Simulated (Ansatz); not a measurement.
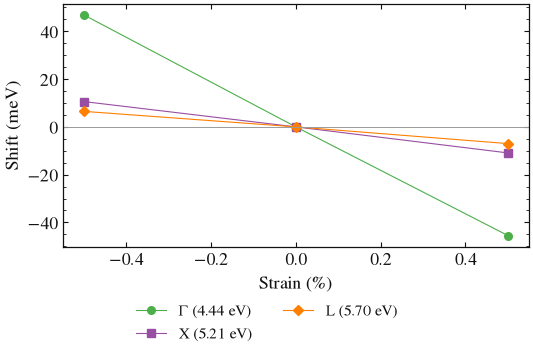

Shifts of the lowest conduction level at the points named, against the centre of the valence top at Γ (unstrained energies in the legend).

System: rocksalt NaI, space group Fm-3m (No. 225), 2 atoms in the primitive cell, in a cell relaxed beforehand; cubic a = 6.467 Å. Here all lengths are changed by ±0.5 %, and the atoms are carried along without relaxing. Method: r2SCAN, Ansatz PAW set, no spin polarisation, no spin-orbit coupling, 6×6×6 k mesh, 500 eV cutoff, fixed occupations (Ansatz).

> How fast does each conduction level move?

For each 1 % of strain: −92 meV at Γ, −22 meV at X and −14 meV at L. Over dlnV = 3 % that gives deformation potentials of −3.1 eV at Γ, −0.7 eV at X and −0.5 eV at L, against the valence top.

Spin-orbit coupling is left out, which matters for I. The PAW data sets were made with another functional. LDA, GGA and most meta-GGA functionals understate gaps.
